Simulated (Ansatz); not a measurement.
CuO: single-point calculation (part 3 of 3)

CuO (4 atoms in the cell); DFT PBE+U, scalar-relativistic, plane waves, PAW, Ueff = 7 eV on Cu atom 1 d; Ueff = 7 eV on Cu atom 2 d, spin-polarised (Ansatz 0.2.0); cutoff 420 eV, 7×7×4 k-mesh, Gaussian smearing of 0.05 eV, collinear spins. The structure derives from an entry of the Crystallography Open Database. It belongs to a series of runs on one base structure; here: random orbitals: random, high filling.

Geometry of the input (Å; fractional positions):
```
2.3418  -1.7113  0.0000
2.3418  1.7113  0.0000
-0.8500  0.0000  5.0579
Cu -0.0000  0.5000  0.0000
Cu 0.5000  0.0000  0.5000
O  0.5816  0.4184  0.2500
O  0.4184  0.5816  0.7500
```

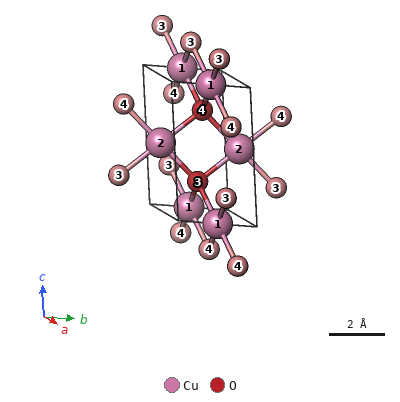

Figure 1. The structure as given in the input (ball-and-stick view of the cell of the calculation, seen slightly off an axis; neighbours outside the cell are drawn fainter; atoms are numbered from 1 in the order of the input).

Output, continued
```
--- Forces (eV/Å), atoms counted from 1 ---
  atom   1  Cu     0.00000000     0.00000000     0.00000000
  atom   2  Cu     0.00000000     0.00000000     0.00000000
  atom   3  O     -0.00001077    -0.04101160     0.00001888
  atom   4  O      0.00001077     0.04101160    -0.00001888
  max |Σ_I F_I| component: 0.00e0 eV/Å
--- Stress (GPa, compression-positive) ---
        8.365862       0.000179      -0.886623
        0.000175       7.737733       0.000193
       -0.886649       0.000218       9.696328
  P = ⅓ Tr σ = 8.6000 GPa (86.000 kbar)
--- Band table (eV; the first three rows and the last of 198) ---
  k-point 0 ↑: bands = ["-101.0034", "-100.1988", "-58.7292", "-58.7032", "-57.6855", "-57.6835", "-57.6327", "-57.3609", "-7.5598", "-6.1167", "3.0014", "3.8524", "5.1945", "5.4074", "5.8654", "5.9128", "5.9931", "6.4666", "6.5658", "7.9860", "8.2398", "9.2935", "9.4832", "9.8145", "11.4986", "13.5344", "13.6897", "18.2934", "20.4193", "25.5821", "27.9303", "28.6060"]
  k-point 1 ↑: bands = ["-101.0031", "-100.1985", "-58.7292", "-58.7032", "-57.6855", "-57.6835", "-57.6327", "-57.3610", "-7.3813", "-6.3704", "3.4662", "3.8936", "5.1095", "5.3611", "5.8097", "5.9389", "6.0218", "6.4095", "6.5359", "7.8987", "8.0186", "8.9970", "9.5647", "9.7947", "11.3639", "13.4511", "14.5499", "17.4520", "21.6438", "25.6046", "26.9374", "27.2904"]
  k-point 2 ↑: bands = ["-101.0028", "-100.1982", "-58.7292", "-58.7032", "-57.6856", "-57.6835", "-57.6328", "-57.3610", "-6.9149", "-6.9091", "3.9368", "4.3879", "4.5374", "5.3666", "5.7198", "5.9728", "6.0873", "6.3609", "6.5007", "7.7632", "8.0765", "8.1355", "9.8964", "10.0194", "11.1727", "13.3201", "16.0192", "16.1125", "23.9267", "23.9418", "26.5148", "26.5196"]
  k-point 98 ↓: bands = ["-101.0030", "-100.1983", "-58.7295", "-58.7055", "-57.6975", "-57.6841", "-57.6418", "-57.3628", "-6.6039", "-6.0186", "3.8400", "4.0623", "4.6106", "5.1864", "5.2995", "6.0129", "6.2809", "6.4385", "6.4692", "7.5497", "8.2358", "8.2648", "8.6013", "9.2107", "10.8767", "13.1033", "17.4654", "18.8374", "20.3343", "22.0184", "23.8156", "25.4343"]
Occupation matrices written to [file]
--- Löwdin populations: 4 sites ---
  site symbol       q [e]    m [muB]
     0     Cu     17.9294     0.5448
     1     Cu     17.9294    -0.5448
     2      O      6.9560     0.0000
     3      O      6.9560     0.0000
  spilling = 0.004585 (of n_electrons = 50.000000)
--- Occupation matrices: 2 shells (run DFT+U table (all-electron-ortho-atomic); ε = 3.14e-3) ---
  Cu0 d_3D: site group Ci (-1)
  Cu0 d_3D up     Tr n = 4.9631  λ = 0.984 0.987 0.997 0.997 0.998  [2× xy 0.36 Ag(1.00) | 3× z2 0.30 Ag(1.00)]
  Cu0 d_3D dn     Tr n = 4.4007  λ = 0.421 0.984 0.998 0.998 0.999  [xz 0.61 Ag(1.00) | xy 0.72 Ag(1.00) | 3× z2 0.30 Ag(1.00)]
  specified occupation → Cu0 d_3D up: matrix, ‖Δ‖_F = 0.0522, Tr Δ = -0.1131, displaced = 0.0566, d_λ = 0.0522; orbital distance = 0.0000
  specified occupation → Cu0 d_3D dn: matrix, ‖Δ‖_F = 1.0968, Tr Δ = -0.5007, displaced = 0.7805, d_λ = 0.4047; orbital distance = 1.3777
  Cu1 d_3D: site group Ci (-1)
  Cu1 d_3D up     Tr n = 4.4007  λ = 0.421 0.984 0.998 0.998 0.999  [xz 0.61 Ag(1.00) | xy 0.72 Ag(1.00) | 3× z2 0.30 Ag(1.00)]
  Cu1 d_3D dn     Tr n = 4.9631  λ = 0.984 0.987 0.997 0.997 0.998  [2× xy 0.36 Ag(1.00) | 3× z2 0.30 Ag(1.00)]
  specified occupation → Cu1 d_3D up: matrix, ‖Δ‖_F = 1.0791, Tr Δ = -0.5007, displaced = 0.7708, d_λ = 0.4046; orbital distance = 1.3582
  specified occupation → Cu1 d_3D dn: matrix, ‖Δ‖_F = 0.0522, Tr Δ = -0.1131, displaced = 0.0566, d_λ = 0.0522; orbital distance = 0.0000
  Tr n, λ and their labels are of the run-group-symmetrised matrices; stabiliser: 4 of 8 elements of G0×{1,Θ} (closed), max defect 2.2e-5 at τ = 6.7e-4
```

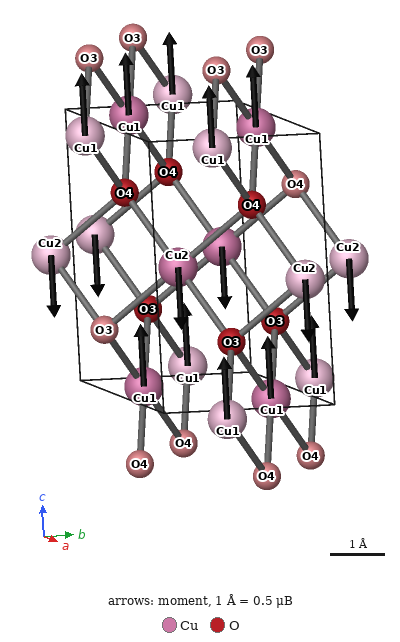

Figure 2. Magnetic moments of the sites as black arrows (ball-and-stick view of the cell 2 times as large as that of the calculation, set on its symmetry axes, seen slightly off an axis; neighbours outside the cell are drawn fainter; atoms are numbered from 1 in the order of the input); small moments hardly show. The run is collinear, so the axis drawn is arbitrary. Site moments: Cu2 (−0.60 μB); Cu1 (0.60 μB). They are counted near the atoms and needn't add up to the moment of the cell.

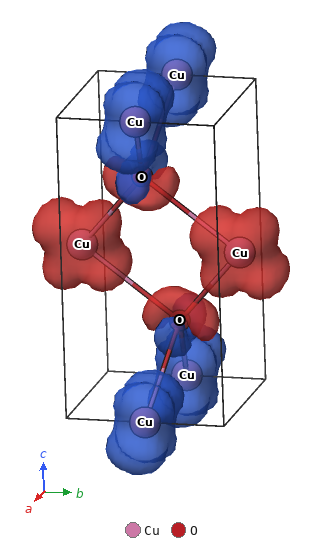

Figure 3. Isosurfaces of the spin density (up minus down) at +0.06 (blue) and −0.06 e/Å³ (red), seen slightly off an axis. Sticks mark near contacts. The outline is the cell set on symmetry axes of the magnetic structure. The cell of the calculation (4 atoms) carries 0.0 μB net. In a PAW calculation such maps are meaningful between the atoms, not at the nuclei.

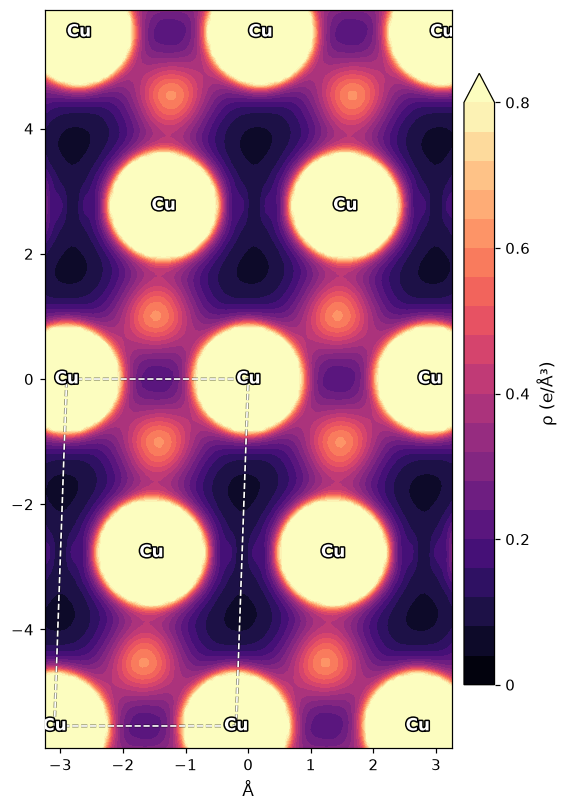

Figure 4. Valence charge density (pseudo) on the (011) plane of the conventional cell of the magnetic structure. The plane passes through Cu nuclei. Away from the nuclei the density in this plane falls to 0.07 e/Å³ at its lowest.
